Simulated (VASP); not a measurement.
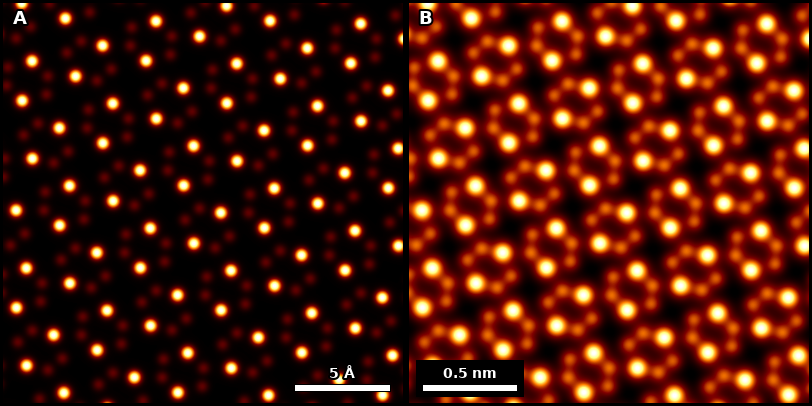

Two simulated images of the same area of TiO₂ (P2_1/c, No. 14) along [100], with a probe of 0.53 Å. One is incoherent Z contrast (Z^1.7 per atom), the other the projected potential of neutral atoms blurred by the probe (iDPC-like, thin sample). Brightness is counted from the darkest point of the image. Structure used: a cell listed in the Materials Project, as set up for an electronic-structure calculation.

Which panel is which, and how can one tell?

A is the Z-contrast image and B the potential image. The columns of 1 O per repeat reach about 18 % of the brightest peak (1 Ti) in A but about 44 % in B, mainly since the potential grows much more slowly with atomic number.
